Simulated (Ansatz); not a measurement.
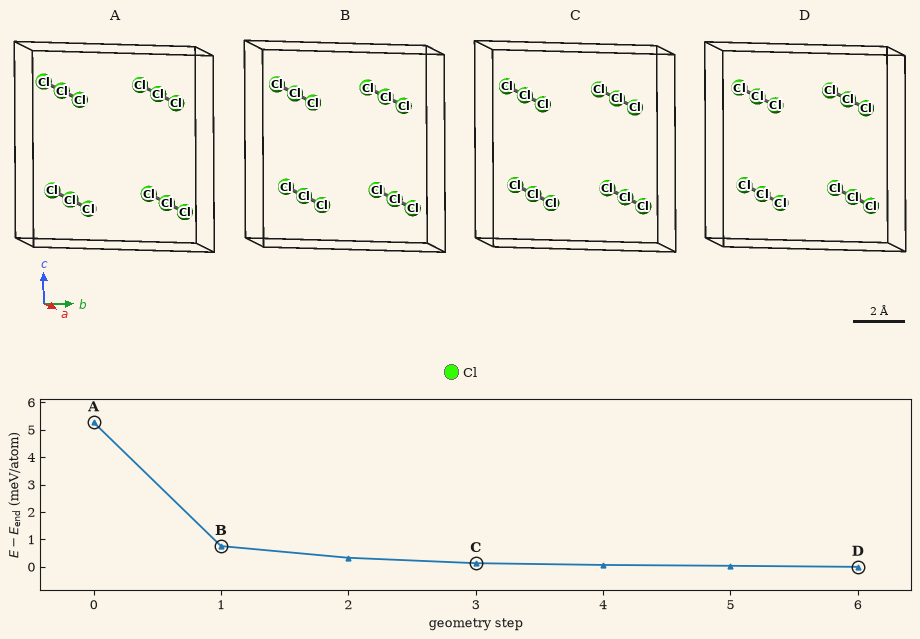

Frames of a relaxation of crystalline Cl (a generated structure, set up in P-1), marked on the history of the run. A ball-and-stick model of the cell of the calculation, seen slightly off an axis.

These are results of DFT PBE, scalar-relativistic, plane waves, PAW (Ansatz 0.2.0), not measurements. Set-up: plane-wave cutoff 420 eV; k-point mesh 20 × 6 × 6; occupations gaussian; smearing width 0.1 eV; no spin polarisation; cell and atoms relaxed; force threshold 0.01 eV/Å; at most 80 steps.

### What happens along the run?

The run was cut off at its time limit before the program reported convergence, but its last step already meets the force threshold: the largest component is 0.0023 eV/Å against 0.01 eV/Å. The pressure is within 0.02 GPa of its target. The largest moves relative to the cell, 0.31 Å, are those of Cl atoms. Cell: a 2.302 → 2.291 Å (−0.5 %), b 7.589 → 7.648 Å (+0.8 %), c 7.898 → 7.887 Å (−0.1 %), α 94.6° → 94.4°, β 91.1° → 90.6°. Volume +0.2 %. Among the contacts that change: Cl–Cl 2.302 → 2.291 Å. The space group stays P-1 (No. 2). Over 6 geometry steps the energy falls by 5.3 meV per atom. Largest force component: 0.036 eV/Å at the start, 0.0023 eV/Å at the end. Pressure: 0.14 GPa at the start and −0.02 GPa at the end. From step 0 to 1: Cl atoms move most (0.20 Å), volume +1.1 %, energy −4.5 meV per atom. From step 1 to 3: Cl atoms move most (0.08 Å), volume −0.4 %, energy −0.6 meV per atom. From step 3 to 6: Cl atoms move most (0.09 Å), volume −0.5 %, energy −0.1 meV per atom.

| step | E − E(0), meV/atom | largest force component, eV/Å | pressure, GPa | volume, Å³/atom |
| --- | --- | --- | --- | --- |
| 0 | 0.00 | 0.0355 | 0.14 | 34.374 |
| 1 | -4.51 | 0.0059 | -0.26 | 34.768 |
| 2 | -4.94 | 0.0062 | -0.06 | 34.685 |
| 3 | -5.14 | 0.0047 | 0.01 | 34.641 |
| 4 | -5.20 | 0.0014 | 0.01 | 34.605 |
| 5 | -5.23 | 0.0017 | -0.01 | 34.551 |
| 6 | -5.27 | 0.0023 | -0.02 | 34.451 |
